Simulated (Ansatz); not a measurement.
**Geometry relaxation of Pb**

Pb (Fm-3m, 1 atom in the cell), computed with DFT, PBE, PAW with Ansatz's default frozen-core files, scalar-relativistic, no spin polarisation (Ansatz 0.2.0).

The structure was built on a prototype by a generator; it need not be a known phase. It belongs to a series of runs on one base structure; here: bulk cell relaxed.

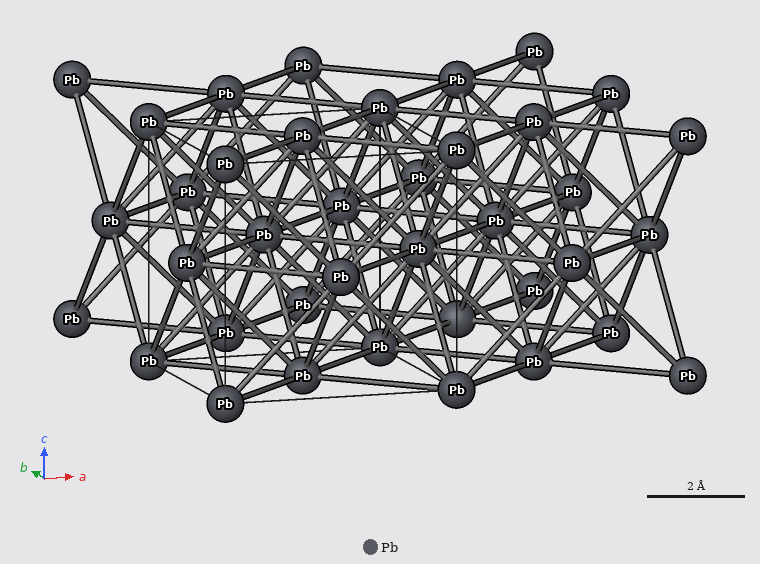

The starting structure (ball-and-stick view of the cell 4 times as large as that of the calculation, set on its symmetry axes, repeated 2 × 2 × 1, seen slightly off an axis). An atom can appear more than once, as a periodic image. Near neighbours in the periodic cell (some may lie outside the picture): Pb has 12 Pb at 3.56 Å.

**Input**
```yaml
crystal:
  lattice:
    - [0.0, 2.517582716, 2.517582716]
    - [2.517582716, 0.0, 2.517582716]
    - [2.517582716, 2.517582716, 0.0]
  atoms:
    - { symbol: Pb, position: [0.0, 0.0, 0.0] }
kpoints:
  mp_grid: { grid: [15, 15, 15] }
scf:
  occupations: { method: fermi_dirac, width: 0.08 }
hamiltonian:
  xc: pbe
  pseudopotentials: { kind: paw }
output:
  forces: true
  stress: true
  write_density: true
  write_potential: true
  elf: true
  volumetric_format: npy
relax:
  f_tol: 0.005
  max_steps: 40
  cell: {}
```

Launched with:
```bash
ansatz run input.yaml --threads 2 --pin off --max-ram 4096MiB --backend cpu --events-out ev --progress --plain --runs-dir out
```

**The program's output**
```
Engine: ansatz 0.2.0, aarch64-unknown-linux-gnu
Pseudopotentials: kind: paw
Pseudopotential: Pb, paw, valence charge 14, recommended cutoff 420 eV (normal), Pb.paw.azcp
Functional definition: PBE
  parameter kappa = 0.804
  parameter beta = 0.06672455060314922
  exchange = pbe_x(kappa = kappa, mu = beta*pi^2/3)
  correlation = pbe_c(beta = beta)
Crystal: 1 atoms, lattice volume = 31.914 Å³
Basis set: ecut = 420 eV, 609 PW (Γ), exchange–correlation on 48×48×48 points (8 copies of the dense FFT grid, shifted against one another)
Bands: 11, of which v1, the nominal top of the filled ones, is band 7 counted from 1 (6 counted from 0)
Symmetry: 48 space group operations
Space group: Fm-3m (ITA 225), of the structure as read, at distance tolerance 3.2e-5 Å
k-points: 120 of 3375
Non-local potential: Pb, projectors of the file, l = 0: 2, l = 1: 2, l = 2: 2, l = 3: 2
PAW form: soft (Blöchl's): semilocal exchange-correlation on the pseudo side does not see the compensation charge
PAW one-centre angular grid: Pb, 590 points (default); XC on 64 Gauss nodes
Initial density: superposition of atomic densities (neutral atoms: chi_scale 0, normalization atom), corrected by the library's trained network
Initial wavefunctions: pseudopotential atomic-orbital guess
Functional: x = pbe(κ = 0.804, μ = 0.2195149727645171), c = pbe(β = 0.06672455060314922)
SCF iter   1: F=—  HF=-11906.421822 eV  |F-HF|=—  |Δ(HF+E_count)|=         —  Δρ=5.01e-4  dr2=5.03e-5  ethr=1.77e-3  ⟨swp⟩=5.6  Hψ=8643  notcnv=0
preconditioner: auto → none  [metal: Δε(μ)=0.097 eV  Ē_g=19.708 eV  σ=0.080 eV  W_gap=0.29  n_scr=8 (ndim 8)  ℏωp=24.6 eV  f_vac=0.000  D(μ)=0.49/eV (n_scr^D=0)  sad-step TF]
SCF iter   2: F=—  HF=-11906.421379 eV  |F-HF|=—  |Δ(HF+E_count)|=   4.44e-4  Δρ=3.66e-4  dr2=1.94e-5  ethr=3.59e-7  ⟨swp⟩=2.3  Hψ=3211  notcnv=0
SCF iter   3: F=—  HF=-11906.421399 eV  |F-HF|=—  |Δ(HF+E_count)|=   2.07e-5  Δρ=1.05e-4  dr2=2.06e-6  ethr=1.38e-7  ⟨swp⟩=3.0  Hψ=2150  notcnv=0
SCF iter   4: F=—  HF=-11906.421403 eV  |F-HF|=—  |Δ(HF+E_count)|=   3.58e-6  Δρ=2.32e-5  dr2=2.21e-7  ethr=1.47e-8  ⟨swp⟩=2.0  Hψ=1539  notcnv=0
iter 5 did not close the SCF: its close was put off for the readings that it lacked (scf_convergence_deferred on its scf_iter line)
SCF iter   5: F=-11906.421403 eV  HF=-11906.421403 eV  |F-HF|=6.18e-9  |Δ(HF+E_count)|=   4.49e-8  Δρ=4.10e-6  dr2=6.32e-9  ethr=1.58e-9  ⟨swp⟩=2.1  Hψ=2115  notcnv=0
SCF iter   6: F=-11906.421403 eV  HF=-11906.421403 eV  |F-HF|=6.38e-10  |Δ(HF+E_count)|=   2.38e-9  Δρ=1.11e-6  dr2=5.46e-10  ethr=4.51e-11  ⟨swp⟩=5.2  Hψ=6850  notcnv=0
SCF 1 converged in 6 iterations: F = -11906.421403 eV  dr2 = 5.46e-10
  greatest PAW one-centre occupation: 0.978 electrons in one spin orbital (limit 2), on the Pb atom at site 0 (counted from 0), in its partial waves of l = 2
relax step   1: F+E_penalty+E_count = -11906.42140287 eV  Δ(F+E_penalty+E_count) = +0.000e0 eV  max|allowed force component| = 0.000e0 eV/Å  Δτ_max = 0.0000 Å  P = +0.098 GPa  Ω = 31.914 Å³  (6 SCF iters, dr2 threshold 1.00e-7 eV, accepted)
Crystal: 1 atoms, lattice volume = 31.986 Å³
Initial density: handed on by an earlier stage of this run
Initial wavefunctions: those handed on with the density
iter 1 solved again at ethr=8.60e-9 eV; its pass at ethr=3.10e-3 eV (dr2=1.20e-6 eV) is discarded
SCF iter   1: F=—  HF=-11906.421417 eV  |F-HF|=—  |Δ(HF+E_count)|=         —  Δρ=2.37e-5  dr2=1.99e-7  ethr=8.60e-9  ⟨swp⟩=3.0  Hψ=11428  notcnv=0
preconditioner: auto → none  [metal: Δε(μ)=0.097 eV  Ē_g=19.695 eV  σ=0.080 eV  W_gap=0.29  n_scr=8 (ndim 8)  ℏωp=24.6 eV  f_vac=0.000  D(μ)=0.49/eV (n_scr^D=0)]
SCF iter   2: F=-11906.421417 eV  HF=-11906.421417 eV  |F-HF|=1.58e-8  |Δ(HF+E_count)|=   4.42e-7  Δρ=1.02e-5  dr2=1.87e-8  ethr=1.71e-10  ⟨swp⟩=5.9  Hψ=7491  notcnv=0
SCF 2 converged in 2 iterations: F = -11906.421417 eV  dr2 = 1.87e-8
relax step   2: F+E_penalty+E_count = -11906.42141655 eV  Δ(F+E_penalty+E_count) = -1.368e-5 eV  max|allowed force component| = 0.000e0 eV/Å  Δτ_max = 0.0000 Å  P = +0.007 GPa  Ω = 31.986 Å³  energy of the carried Pulay correction = -9.951e-6 eV  (2 SCF iters, dr2 threshold 2.39e-8 eV, accepted)
Initial wavefunctions: pseudopotential atomic-orbital guess (no wavefunctions were taken with the density)
iter 1 solved again at ethr=5.19e-8 eV; its pass at ethr=3.10e-3 eV (dr2=7.27e-6 eV) is discarded
SCF iter   1: F=—  HF=-11906.421426 eV  |F-HF|=—  |Δ(HF+E_count)|=         —  Δρ=1.23e-5  dr2=2.25e-8  ethr=5.19e-8  ⟨swp⟩=3.1  Hψ=12587  notcnv=0
preconditioner: auto → none  [metal: Δε(μ)=0.097 eV  Ē_g=19.694 eV  σ=0.080 eV  W_gap=0.29  n_scr=8 (ndim 8)  ℏωp=24.6 eV  f_vac=0.000  D(μ)=0.49/eV (n_scr^D=0)]
SCF iter   2: F=—  HF=-11906.421426 eV  |F-HF|=—  |Δ(HF+E_count)|=   1.28e-7  Δρ=6.35e-6  dr2=6.12e-9  ethr=1.61e-10  ⟨swp⟩=1.7  Hψ=1465  notcnv=0
SCF iter   3: F=—  HF=-11906.421426 eV  |F-HF|=—  |Δ(HF+E_count)|=   4.43e-9  Δρ=2.42e-7  dr2=1.32e-11  ethr=4.37e-11  ⟨swp⟩=1.9  Hψ=1507  notcnv=0
SCF iter   4: F=-11906.421426 eV  HF=-11906.421426 eV  |F-HF|=1.82e-12  |Δ(HF+E_count)|=  5.46e-12  Δρ=7.78e-8  dr2=1.64e-12  ethr=1.00e-12  ⟨swp⟩=6.9  Hψ=7051  notcnv=0
SCF 3 converged in 4 iterations: F = -11906.421426 eV  dr2 = 1.64e-12
relax step   3: F+E_penalty+E_count = -11906.42142585 eV  Δ(F+E_penalty+E_count) = -9.296e-6 eV  max|allowed force component| = 0.000e0 eV/Å  Δτ_max = 0.0000 Å  P = +0.007 GPa  Ω = 31.986 Å³  stress off target by 7.16e-3 GPa  SCF on the basis re-selected at this cell (its energy is not comparable with the rows above)  (4 SCF iters)
```

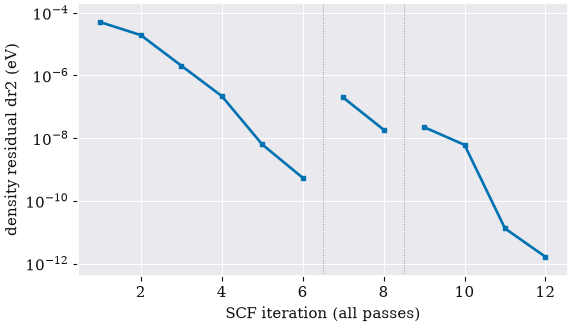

Convergence of the self-consistent field: density residual dr2 against the SCF iteration. The dotted lines part the SCF passes of the relaxation: geometry steps, rejected trials and re-solves on a re-selected basis. The passes take 6, 2 and 4 iterations.

```
basis re-selected at this cell: Δ(F+E_penalty+E_count) = -9.296e-6 eV, ΔP = +0.000 GPa vs the last step (what re-selecting the basis moved, of the pressure what is left beyond the Pulay correction that the steps carried, after the strain that the cell walked since its last selection, with what the two solves' SCF thresholds leave and, on support functions, any second-order correction that the steps lacked; it is no measure of the basis error at this ecutwfc). This SCF's stress stands 7.16e-3 GPa from its target on what of the cell is left free (relax.cell.stress_tol is 5.00e-2 GPa) and its largest allowed force component is 0.00e0 eV/Å (relax.f_tol is 5.00e-3 eV/Å): within both
SCF converged after 4 iterations
Free energy (F): -11906.421426 eV
Harris-Foulkes:  -11906.421426 eV  (|F-HF|=1.82e-12)
Internal energy: -11906.410827 eV  (E = F + TS)
E sigma→0 (E₀):  -11906.416126 eV
Entropy (-TS):   -0.010599 eV (-10.599 meV/atom)
Fermi energy:    10.175446 eV
--- Per-component energies (eV) ---
  E_band       = -46.977876
  E_kinetic    = 288.331043
  E_local      = -1050.444907  (includes V_loc(G=0)·N_el)
  E_nonlocal   = 349.518159
  E_hartree    = 416.158990
  E_xc         = -220.556785
  E_vxc        = -132.184335  (∫ρ·V_xc dr)
  E_paw        = -10405.424677  (= ΣΔE_a)
  E_vpaw       = -334.515909  (= ΣTr[D̂ρ^β])
  E_aug_tail   = 0.000047  (compensation charges beyond the density's cutoff)
  E_ewald      = -1283.992697
  E_smearing   = -0.010599  (= −TS)
  E_closure    = 0.000000  (closes the sum)
  Σ components = -11906.421426   (vs F -11906.421426, Δ=0.00e0)
--- Forces (eV/Å), atoms counted from 1 ---
  atom   1  Pb    -0.00000000     0.00000000    -0.00000000
  max |Σ_I F_I| component: 1.11e-31 eV/Å
--- Stress (GPa, compression-positive) ---
        0.007162       0.000000       0.000000
        0.000000       0.007162      -0.000000
        0.000000       0.000000       0.007162
  P = ⅓ Tr σ = 0.0072 GPa (0.072 kbar)
--- Band table (eV; the first three rows and the last of 120) ---
  k-point 0: bands = ["-6.8526", "-6.8526", "-6.8526", "-6.7342", "-6.7342", "-1.2038", "17.1966", "17.1966", "17.1966", "19.9058", "20.8657"]
  k-point 1: bands = ["-6.8525", "-6.8470", "-6.8470", "-6.7345", "-6.7345", "-1.1229", "16.1833", "17.0947", "17.0947", "19.6560", "21.3866"]
  k-point 2: bands = ["-6.8528", "-6.8338", "-6.8338", "-6.7329", "-6.7329", "-0.8804", "14.2853", "16.8306", "16.8306", "19.3174", "22.2588"]
  k-point 119: bands = ["-6.8469", "-6.8095", "-6.7774", "-6.6924", "-6.5926", "3.4653", "8.7352", "9.0027", "10.7724", "20.1294", "21.9116"]
--- Relaxed structure (2 steps of the walk, 2 accepted, 1 SCFs on fresh bases) ---
  F+E_penalty+E_count = -11906.42142585 eV   max|allowed force component| = 0.000e0 eV/Å   (the final SCF, on the basis selected at the relaxed cell)
  cell:  # Å, volume = 31.9864 Å³
    - [3.057223219737354e-34, 2.519483982961282, 2.519483982961282]
    - [2.519483982961282, 5.09537203289559e-34, 2.519483982961282]
    - [2.519483982961282, 2.519483982961282, 2.038148813158236e-34]
  atoms:
    - { symbol: Pb, position: [0.0, 0.0, 0.0] }
```

**File rho_z.tsv**
```
# z_ang	rho[e/angstrom^3]
# format = ansatz-planar-average/11
# lattice	0.000000000	2.519483983	2.519483983
# lattice	2.519483983	0.000000000	2.519483983
# lattice	2.519483983	2.519483983	0.000000000
# sites	1
# site	82	0.000000000	0.000000000	0.000000000
0.000000	1.045316e0
0.148462	1.003179e0
0.296924	8.898385e-1
0.445386	7.360068e-1
0.593848	5.739393e-1
0.742310	4.275978e-1
0.890772	3.105360e-1
1.039234	2.262219e-1
1.187696	1.699200e-1
1.336158	1.337147e-1
1.484620	1.114058e-1
1.633082	9.939934e-2
1.781544	9.564324e-2
1.930006	9.939934e-2
2.078468	1.114058e-1
2.226930	1.337147e-1
2.375392	1.699200e-1
2.523854	2.262219e-1
2.672316	3.105360e-1
2.820778	4.275978e-1
2.969240	5.739393e-1
3.117702	7.360068e-1
3.266164	8.898385e-1
3.414626	1.003179e0
```

**File v_z.tsv**
```
# z_ang	v_es[eV]	v_tot[eV]
# format = ansatz-planar-average/11
# xc	pbe
# density_cutoff_ev	1680
# datasets	Pb=:simpson_from_first_knot:soft
# lattice	0.000000000	2.519483983	2.519483983
# lattice	2.519483983	0.000000000	2.519483983
# lattice	2.519483983	2.519483983	0.000000000
# sites	1
# site	82	0.000000000	0.000000000	0.000000000
0.000000	-1.108497e0	-1.383315e1
0.148462	-1.009946e0	-1.363393e1
0.296924	-6.741097e-1	-1.299459e1
0.445386	-8.616176e-5	-1.182344e1
0.593848	1.132331e0	-1.003526e1
0.742310	2.795763e0	-7.625007e0
0.890772	4.921793e0	-4.753755e0
1.039234	7.205360e0	-1.796499e0
1.187696	9.163052e0	7.380810e-1
1.336158	1.043907e1	2.474859e0
1.484620	1.111922e1	3.479699e0
1.633082	1.149182e1	4.042939e0
1.781544	1.162148e1	4.236241e0
1.930006	1.149182e1	4.042939e0
2.078468	1.111922e1	3.479699e0
2.226930	1.043907e1	2.474859e0
2.375392	9.163052e0	7.380810e-1
2.523854	7.205360e0	-1.796499e0
2.672316	4.921793e0	-4.753755e0
2.820778	2.795763e0	-7.625007e0
2.969240	1.132331e0	-1.003526e1
3.117702	-8.616176e-5	-1.182344e1
3.266164	-6.741097e-1	-1.299459e1
3.414626	-1.009946e0	-1.363393e1
```

**Trajectory as extended XYZ (Å, eV, eV/Å), 3 frames, from step=1 to step=3**
```
1
Lattice="0.0000 2.5176 2.5176 2.5176 0.0000 2.5176 2.5176 2.5176 0.0000" Properties=species:S:1:pos:R:3:forces:R:3 step=1 energy=-11906.42140 pressure_GPa=0.10
Pb    0.0000    0.0000    0.0000    0.0000   0.0000   0.0000
1
Lattice="0.0000 2.5195 2.5195 2.5195 0.0000 2.5195 2.5195 2.5195 0.0000" Properties=species:S:1:pos:R:3:forces:R:3 step=2 energy=-11906.42142 pressure_GPa=0.01
Pb    0.0000    0.0000    0.0000    0.0000   0.0000   0.0000
1
Lattice="0.0000 2.5195 2.5195 2.5195 0.0000 2.5195 2.5195 2.5195 0.0000" Properties=species:S:1:pos:R:3:forces:R:3 step=3 energy=-11906.42143 pressure_GPa=0.01
Pb    0.0000    0.0000    0.0000    0.0000   0.0000   0.0000
```

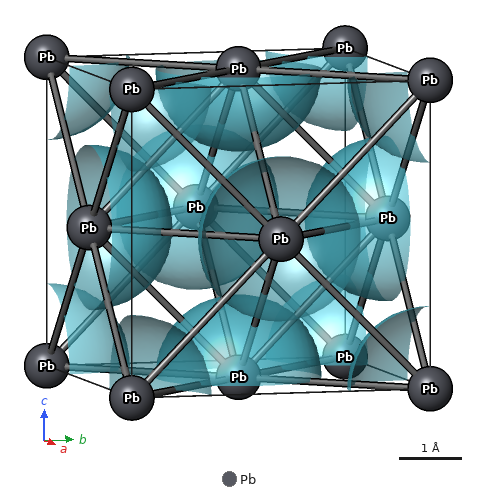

Isosurface of the valence pseudo-density at 0.2 e/Å³ (cyan), seen slightly off an axis. Sticks mark near contacts. The outline is the cell set on symmetry axes. At this value the density breaks into separate islands; it holds about 85 % of the electrons treated as valence (semicore included). It is pinched off along the Pb–Pb (3.56 Å) contacts. On the grid the lowest density along these lines, outside the cores, is 0.11 e/Å³ (Pb–Pb, 3.56 Å). The fields are those of the smooth PAW valence density.

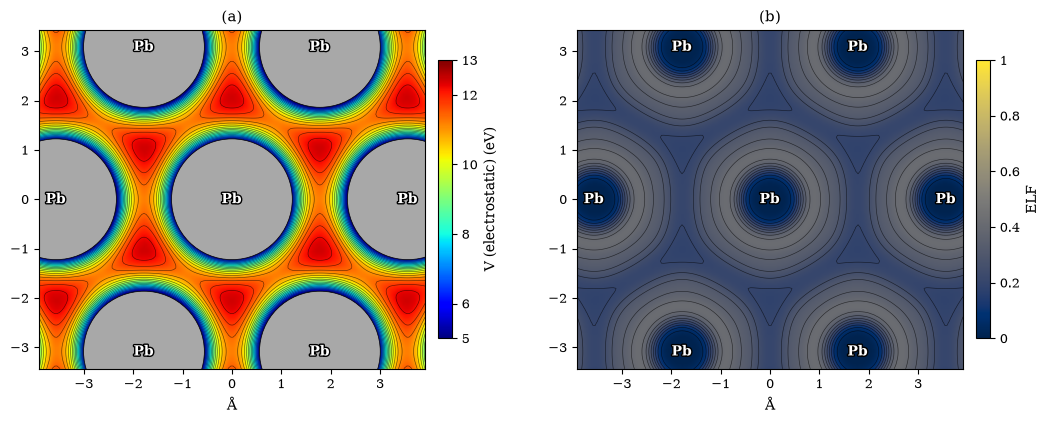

(a) electrostatic potential energy of an electron; (b) electron localisation function on the (111) plane of the conventional cell. Grey discs, where drawn, cover atomic cores. The section cuts through Pb sites. Pb–Pb (3.56 Å): the ELF is about 0.20 at the midpoint (no localised pair between them). Outside the cores the potential energy rises away from the atoms and is highest about 2.1 Å from the nearest atoms; outside the discs it spans about 7 eV, and its zero is arbitrary.

**Summary**

| quantity | value |
| --- | --- |
| outcome | converged |
| space group (tolerance 0.01 Å) | Fm-3m (225) |
| electrons treated | 14 |
| free energy | −11906.4214 eV |
| Fermi energy | 10.175 eV |
| pressure | 0.01 GPa |
| final volume | 31.99 Å³ |
| largest force (length of the vector) at the end | under 0.001 eV/Å |
| final cell | a = 3.563 Å, b = 3.563 Å, c = 3.563 Å, α = 60.00°, β = 60.00°, γ = 60.00° |
| hardware | 2 threads of Arm Neoverse V1, 24 GiB of memory available, shared host |
| wall time | 4.3 s (CPU time 7.8 s) |
| peak memory | 0.34 GiB |

Spin–orbit coupling is left out, which matters for Pb.
